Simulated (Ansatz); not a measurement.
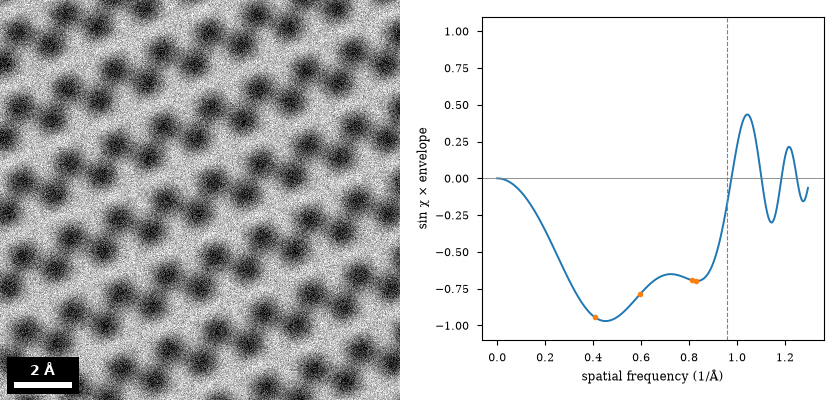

Phase-contrast TEM-like image of Al (P6_3/mmc, No. 194) along [201]. Simulated in the weak-phase-object approximation with neutral-atom potentials: 200 kV, Cs = 40 µm, defocus −120 Å (negative is underfocus), defocus spread 15 Å, aperture 0.96 1/Å. Shot noise was added. Atomic positions: the end point of a relaxation with DFT, LDA (PW92), plane waves (420 eV) with PAW, scalar-relativistic (Ansatz); the starting structure was generated, so it need not be a known form of this composition.

The plot gives the contrast transfer function, the aperture (dashed) and the crystal's spatial frequencies that carry visible contrast (dots).

> What point resolution do these settings give, and which lattice spacings pass?

About 1.0 Å (0.66 |Cs|^(1/4) λ^(3/4) with λ = 0.0251 Å). The spacings that carry visible contrast are {100} at 2.46 Å, {102} at 1.67 Å, {200} at 1.23 Å, {112} at 1.21 Å.

> Do the atom columns appear dark or bright, and why?

Dark. With positive Cs and underfocus sin χ is negative over the pass band, so the strongest columns (Al) come out darker than the background.
